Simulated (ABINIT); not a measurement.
Geometry relaxation of GaP (part 2 of 2)

Continued. System: GaP (F-43m, 2 atoms in the cell). Method: Kohn-Sham DFT of a periodic cell, PBEsol, PseudoDojo NC SR PBEsol v0.4.1 standard, no spin polarisation (ABINIT 10.8.3); cutoff 1088.46 eV, 6×6×6 k-mesh, fermi-dirac of 0.05 eV. The structure derives from an entry of the Crystallography Open Database.

## The program's output, continued
```
--- !ResultsGS
iteration_state: {dtset: 1, itime: 2, icycle: 1, }
comment   : Summary of ground state results
lattice_vectors:
- [  0.0000000,   5.1475342,   5.1475342, ]
- [  5.1475342,   0.0000000,   5.1475342, ]
- [  5.1475342,   5.1475342,   0.0000000, ]
lattice_lengths: [   7.27971,    7.27971,    7.27971, ]
lattice_angles: [ 60.000,  60.000,  60.000, ] # degrees, (23, 13, 12)
lattice_volume:   2.7278954E+02
convergence: {deltae: -3.396E-12, res2:  9.685E-13, residm:  2.346E-11, diffor: null, }
etotal    :  -8.33016399E+01
entropy   :   0.00000000E+00
fermie    :   1.88072328E-01
cartesian_stress_tensor: # hartree/bohr^3
- [  1.17966119E-05,   0.00000000E+00,   0.00000000E+00, ]
- [  0.00000000E+00,   1.17966119E-05,   0.00000000E+00, ]
- [  0.00000000E+00,   0.00000000E+00,   1.17966119E-05, ]
pressure_GPa:  -3.4707E-01
xred      :
- [  1.9036E-30,   1.9036E-30,  -3.1726E-30, Ga]
- [  7.5000E-01,   7.5000E-01,   7.5000E-01,  P]
cartesian_forces: # hartree/bohr
- [  1.63466935E-30,   1.63466935E-30,  -4.90400806E-30, ]
- [ -1.63466935E-30,  -1.63466935E-30,   4.90400806E-30, ]
force_length_stats: {min:   5.42158490E-30, max:   5.42158490E-30, mean:   5.42158490E-30, }
...

 Integrated electronic density in atomic spheres:
 ------------------------------------------------
 Atom  Sphere_radius  Integrated_density
    1        2.00000         10.83909401
    2        2.00000          2.78479354

---OUTPUT-----------------------------------------------------------------------

 Cartesian coordinates (xcart) [bohr]
 -6.53247797264013E-30 -6.53247797264012E-30  1.95974339179204E-29
  7.72130122900777E+00  7.72130122900777E+00  7.72130122900778E+00
 Reduced coordinates (xred)
  1.90357492895392E-30  1.90357492895392E-30 -3.17262488158987E-30
  7.50000000000000E-01  7.50000000000000E-01  7.50000000000000E-01
 Cartesian forces (fcart) [Ha/bohr]; max,rms= 4.90401E-30 3.13015E-30 (free atoms)
  1.63466935289587E-30  1.63466935289587E-30 -4.90400805868760E-30
 -1.63466935289587E-30 -1.63466935289587E-30  4.90400805868760E-30
 Gradient of E wrt nuclear positions in reduced coordinates (gred)
  1.68290326447149E-29  1.68290326447149E-29 -1.68290326447149E-29
 -1.68290326447149E-29 -1.68290326447149E-29  1.68290326447149E-29
 Scale of Primitive Cell (acell) [bohr]
  7.27971261148723E+00  7.27971261148723E+00  7.27971261148723E+00
 Real space primitive translations (rprimd) [bohr]
  0.00000000000000E+00  5.14753415267185E+00  5.14753415267185E+00
  5.14753415267185E+00  0.00000000000000E+00  5.14753415267185E+00
  5.14753415267185E+00  5.14753415267185E+00  0.00000000000000E+00
 Unitary Cell Volume (ucvol) [Bohr^3]=  2.72789535239902E+02
 Angles (23,13,12)= [degrees]
  6.00000000000000E+01  6.00000000000000E+01  6.00000000000000E+01
 Lengths [Bohr]
  7.27971261148723E+00  7.27971261148723E+00  7.27971261148723E+00
 Stress tensor in cartesian coordinates (strten) [Ha/bohr^3]
  1.17966119086987E-05  0.00000000000000E+00  0.00000000000000E+00
  0.00000000000000E+00  1.17966119086987E-05  0.00000000000000E+00
  0.00000000000000E+00  0.00000000000000E+00  1.17966119086970E-05
 Total energy (etotal) [Ha]= -8.33016399188714E+01

 Difference of energy with previous step (new-old):
           Absolute (Ha)=-5.36737E-06
           Relative     =-6.44329E-08

--- Iteration: ( 3/50) Internal Cycle: (1/1)
--------------------------------------------------------------------------------

---SELF-CONSISTENT-FIELD CONVERGENCE--------------------------------------------

--- !BeginCycle
iteration_state: {dtset: 1, itime: 3, icycle: 1, }
solver: {iscf: 7, nstep: 80, nline: 4, wfoptalg: 0, }
tolerances: {tolvrs: 1.00E-12, }
...

     iter   Etot(hartree)      deltaE(h)  residm     vres2
 ETOT  1  -83.301256844606    -8.330E+01 1.374E-05 5.485E+00
 ETOT  2  -83.301590788183    -3.339E-04 1.863E-06 5.348E-01
 ETOT  3  -83.301644467875    -5.368E-05 2.209E-06 3.532E-02
 ETOT  4  -83.301646495392    -2.028E-06 3.047E-07 7.256E-04
 ETOT  5  -83.301646572048    -7.666E-08 4.550E-08 5.769E-05
 ETOT  6  -83.301646575107    -3.059E-09 9.280E-09 1.959E-07
 ETOT  7  -83.301646575106     1.535E-12 1.906E-09 2.307E-09
 ETOT  8  -83.301646575106    -9.379E-13 5.260E-10 1.037E-10
 ETOT  9  -83.301646575105     1.165E-12 8.704E-11 8.015E-12
 ETOT 10  -83.301646575108    -2.643E-12 2.629E-11 1.236E-13

 At SCF step   10       vres2   =  1.24E-13 < tolvrs=  1.00E-12 =>converged.

 Cartesian components of stress tensor (hartree/bohr^3)
  sigma(1 1)= -1.31306792E-07  sigma(3 2)=  0.00000000E+00
  sigma(2 2)= -1.31306792E-07  sigma(3 1)=  0.00000000E+00
  sigma(3 3)= -1.31306792E-07  sigma(2 1)=  0.00000000E+00

--- !ResultsGS
iteration_state: {dtset: 1, itime: 3, icycle: 1, }
comment   : Summary of ground state results
lattice_vectors:
- [  0.0000000,   5.1403889,   5.1403889, ]
- [  5.1403889,   0.0000000,   5.1403889, ]
- [  5.1403889,   5.1403889,   0.0000000, ]
lattice_lengths: [   7.26961,    7.26961,    7.26961, ]
lattice_angles: [ 60.000,  60.000,  60.000, ] # degrees, (23, 13, 12)
lattice_volume:   2.7165514E+02
convergence: {deltae: -2.643E-12, res2:  1.236E-13, residm:  2.629E-11, diffor: null, }
etotal    :  -8.33016466E+01
entropy   :   0.00000000E+00
fermie    :   1.89525213E-01
cartesian_stress_tensor: # hartree/bohr^3
- [ -1.31306792E-07,   0.00000000E+00,   0.00000000E+00, ]
- [  0.00000000E+00,  -1.31306792E-07,   0.00000000E+00, ]
- [  0.00000000E+00,   0.00000000E+00,  -1.31306792E-07, ]
pressure_GPa:   3.8632E-03
xred      :
- [  3.5202E-32,   3.5202E-32,  -5.8670E-32, Ga]
- [  7.5000E-01,   7.5000E-01,   7.5000E-01,  P]
cartesian_forces: # hartree/bohr
- [ -0.00000000E+00,  -0.00000000E+00,  -0.00000000E+00, ]
- [ -0.00000000E+00,  -0.00000000E+00,  -0.00000000E+00, ]
force_length_stats: {min:   0.00000000E+00, max:   0.00000000E+00, mean:   0.00000000E+00, }
...

 Integrated electronic density in atomic spheres:
 ------------------------------------------------
 Atom  Sphere_radius  Integrated_density
    1        2.00000         10.83521458
    2        2.00000          2.77924123

---OUTPUT-----------------------------------------------------------------------

 Cartesian coordinates (xcart) [bohr]
 -1.20634491840059E-31 -1.20634491840057E-31  3.61903475520157E-31
  7.71058330493007E+00  7.71058330493007E+00  7.71058330493007E+00
 Reduced coordinates (xred)
  3.52019550150727E-32  3.52019550150723E-32 -5.86699250251220E-32
  7.50000000000000E-01  7.50000000000000E-01  7.50000000000000E-01
 Cartesian forces (fcart) [Ha/bohr]; max,rms= 0.00000E+00 0.00000E+00 (free atoms)
 -0.00000000000000E+00 -0.00000000000000E+00 -0.00000000000000E+00
 -0.00000000000000E+00 -0.00000000000000E+00 -0.00000000000000E+00
 Gradient of E wrt nuclear positions in reduced coordinates (gred)
  0.00000000000000E+00  0.00000000000000E+00  0.00000000000000E+00
  0.00000000000000E+00  0.00000000000000E+00  0.00000000000000E+00
 Scale of Primitive Cell (acell) [bohr]
  7.26960765575978E+00  7.26960765575978E+00  7.26960765575978E+00
 Real space primitive translations (rprimd) [bohr]
  0.00000000000000E+00  5.14038886995338E+00  5.14038886995338E+00
  5.14038886995338E+00  0.00000000000000E+00  5.14038886995338E+00
  5.14038886995338E+00  5.14038886995338E+00  0.00000000000000E+00
 Unitary Cell Volume (ucvol) [Bohr^3]=  2.71655135395460E+02
 Angles (23,13,12)= [degrees]
  6.00000000000000E+01  6.00000000000000E+01  6.00000000000000E+01
 Lengths [Bohr]
  7.26960765575978E+00  7.26960765575978E+00  7.26960765575978E+00
 Stress tensor in cartesian coordinates (strten) [Ha/bohr^3]
 -1.31306792250895E-07  0.00000000000000E+00  0.00000000000000E+00
  0.00000000000000E+00 -1.31306792250027E-07  0.00000000000000E+00
  0.00000000000000E+00  0.00000000000000E+00 -1.31306792246558E-07
 Total energy (etotal) [Ha]= -8.33016465751079E+01

 Difference of energy with previous step (new-old):
           Absolute (Ha)=-6.65624E-06
           Relative     =-7.99052E-08

 At Broyd/MD step   3, gradients are converged :
  max grad (force/stress) = 1.3131E-05 < tolmxf= 2.0000E-05 ha/bohr (free atoms)

================================================================================

 ----iterations are completed or convergence reached----

 Mean square residual over all n,k,spin=   17.302E-14; max=  26.290E-12
 reduced coordinates (array xred) for    2 atoms
       0.000000000000      0.000000000000     -0.000000000000
       0.750000000000      0.750000000000      0.750000000000
 rms dE/dt=  0.0000E+00; max dE/dt=  0.0000E+00; dE/dt below (all hartree)
    1       0.000000000000      0.000000000000      0.000000000000
    2       0.000000000000      0.000000000000      0.000000000000

 cartesian coordinates (angstrom) at end:
    1     -0.00000000000000    -0.00000000000000     0.00000000000000
    2      4.08026496497003     4.08026496497003     4.08026496497003

 cartesian forces (hartree/bohr) at end:
    1     -0.00000000000000    -0.00000000000000    -0.00000000000000
    2     -0.00000000000000    -0.00000000000000    -0.00000000000000
 frms,max,avg= 0.0000000E+00 0.0000000E+00   0.000E+00  0.000E+00  0.000E+00 h/b

 cartesian forces (eV/Angstrom) at end:
    1     -0.00000000000000    -0.00000000000000    -0.00000000000000
    2     -0.00000000000000    -0.00000000000000    -0.00000000000000
 frms,max,avg= 0.0000000E+00 0.0000000E+00   0.000E+00  0.000E+00  0.000E+00 e/A
 length scales=  7.269607655760  7.269607655760  7.269607655760 bohr
              =  3.846910701024  3.846910701024  3.846910701024 angstroms
 Fermi (or HOMO) energy (hartree) =   0.18953   Average Vxc (hartree)=  -0.36905
 Eigenvalues (hartree) for nkpt=  16  k points:
 kpt#   1, nband= 13, wtk=  0.00463, kpt=  0.0000  0.0000  0.0000 (reduced coord)
  -0.37408   -0.37408   -0.37408   -0.37039   -0.37039   -0.29953    0.16221    0.16221
   0.16221    0.22761    0.30257    0.30257    0.30257
      occupation numbers for kpt#   1
   2.00000    2.00000    2.00000    2.00000    2.00000    2.00000    2.00000    2.00000
   2.00000    0.00000    0.00000    0.00000    0.00000
 prteigrs : prtvol=0 or 1, do not print more k-points.

--- !EnergyTerms
iteration_state     : {dtset: 1, itime: 3, icycle: 1, }
comment             : Components of total free energy in Hartree
kinetic             :  6.51760067485171E+01
hartree             :  2.60449406721716E+01
xc                  : -2.27650686215858E+01
Ewald energy        : -4.83287813248035E+01
psp_core            :  2.10853432441202E+00
local_psp           : -6.85232197153322E+01
non_local_psp       : -3.70140586579011E+01
internal            : -8.33016465745218E+01
'-kT*entropy'       : -5.86083874810116E-10
total_energy        : -8.33016465751079E+01
total_energy_eV     : -2.26675327988146E+03
band_energy         : -3.94349325213863E+00
...

 Cartesian components of stress tensor (hartree/bohr^3)
  sigma(1 1)= -1.31306792E-07  sigma(3 2)=  0.00000000E+00
  sigma(2 2)= -1.31306792E-07  sigma(3 1)=  0.00000000E+00
  sigma(3 3)= -1.31306792E-07  sigma(2 1)=  0.00000000E+00

-Cartesian components of stress tensor (GPa)         [Pressure=  3.8632E-03 GPa]
- sigma(1 1)= -3.86317920E-03  sigma(3 2)=  0.00000000E+00
- sigma(2 2)= -3.86317920E-03  sigma(3 1)=  0.00000000E+00
- sigma(3 3)= -3.86317920E-03  sigma(2 1)=  0.00000000E+00

== END DATASET(S) ==============================================================
================================================================================

 -outvars: echo values of variables after computation  --------
            acell      7.2696076558E+00  7.2696076558E+00  7.2696076558E+00 Bohr
           etotal     -8.3301646575E+01
            fcart     -0.0000000000E+00 -0.0000000000E+00 -0.0000000000E+00
                      -0.0000000000E+00 -0.0000000000E+00 -0.0000000000E+00
            rprim      0.0000000000E+00  7.0710678119E-01  7.0710678119E-01
                       7.0710678119E-01  0.0000000000E+00  7.0710678119E-01
                       7.0710678119E-01  7.0710678119E-01  0.0000000000E+00
           strten     -1.3130679225E-07 -1.3130679225E-07 -1.3130679225E-07
                       0.0000000000E+00  0.0000000000E+00  0.0000000000E+00
           xangst     -6.3837023887E-32 -6.3837023887E-32  1.9151107166E-31
                       4.0802649650E+00  4.0802649650E+00  4.0802649650E+00
             xred      3.5201955015E-32  3.5201955015E-32 -5.8669925025E-32
                       7.5000000000E-01  7.5000000000E-01  7.5000000000E-01
 Calculation completed.
```

## Trajectory as extended XYZ (Å, eV, eV/Å), 3 frames, from step=0 to step=2
```
2
Lattice="0.0000 2.7252 2.7252 2.7252 0.0000 2.7252 2.7252 2.7252 0.0000" Properties=species:S:1:pos:R:3:forces:R:3 step=0 energy=-2266.75295
Ga    0.0000    0.0000    0.0000    0.0000   0.0000   0.0000
P     4.0879    4.0879    4.0879    0.0000   0.0000   0.0000
2
Lattice="0.0000 2.7240 2.7240 2.7240 0.0000 2.7240 2.7240 2.7240 0.0000" Properties=species:S:1:pos:R:3:forces:R:3 step=1 energy=-2266.75310
Ga    0.0000    0.0000    0.0000    0.0000   0.0000   0.0000
P     4.0859    4.0859    4.0859    0.0000   0.0000   0.0000
2
Lattice="0.0000 2.7202 2.7202 2.7202 0.0000 2.7202 2.7202 2.7202 0.0000" Properties=species:S:1:pos:R:3:forces:R:3 step=2 energy=-2266.75328
Ga    0.0000    0.0000    0.0000    0.0000   0.0000   0.0000
P     4.0803    4.0803    4.0803    0.0000   0.0000   0.0000
```

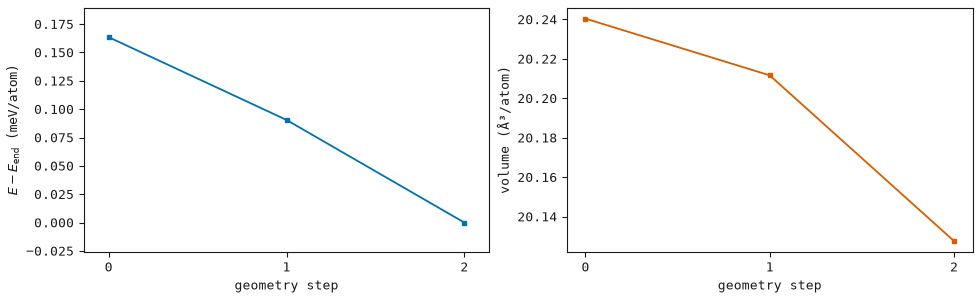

Progress of the relaxation, step by step (steps are counted from 0). After 2 geometry steps the energy has fallen by 0.2 meV per atom. All forces vanish by symmetry, so only the cell relaxes. No atom moves by more than 0.005 Å relative to the cell. 

This output came from the following input.

## Input
```
# Pseudopotentials
pp_dirpath "./"
pseudos "Ga.upf, P.upf"

# Structure
acell 3*1.0 Angstrom
rprim
     0.0000000000     2.7252500000     2.7252500000
     2.7252500000     0.0000000000     2.7252500000
     2.7252500000     2.7252500000     0.0000000000
ntypat 2
znucl 31 15
natom 2
typat 1 2
chkprim 0
chksymtnons 0
tolsym 1.0e-6
xred
            0.0            0.0            0.0
            3/4            3/4            3/4

# Plane-wave basis
ecut 1088.455450 eV
ecutsm 0.5

# k points
kptopt 1
ngkpt 6 6 6
nshiftk 1
shiftk 0.0 0.0 0.0

# Exchange and correlation
ixc -116133

# Bands and occupations
nband 13
occopt 3
tsmear 0.05 eV

# SCF cycle
nstep 80
tolvrs 1.0e-12

# Output
iomode 3
prteig 0
prtebands 0
prtwf 0
prtden 0

# Relaxation
ionmov 2
optcell 2
ntime 50
tolmxf 2.0e-5
dilatmx 1.08
```

Launched with:
```bash
mpirun --bind-to none -np 4 abinit run.abi > log 2>&1
```

## Summary

```tsv
quantity	value
outcome	converged
space group (tolerance 0.01 Å)	F-43m (216)
electrons treated	18
free energy	−2266.7533 eV
Fermi energy	5.157 eV
gap on the k-point mesh	1.50 eV
pressure	0.00 GPa
final volume	40.26 Å³
largest force (length of the vector) at the end	under 0.001 eV/Å
final cell	a = 3.847 Å, b = 3.847 Å, c = 3.847 Å, α = 60.00°, β = 60.00°, γ = 60.00°
hardware	4 threads of Arm Neoverse V2, 24 GiB of memory available, shared host
wall time	24 s (CPU time 96 s)
peak memory	0.36 GiB
```
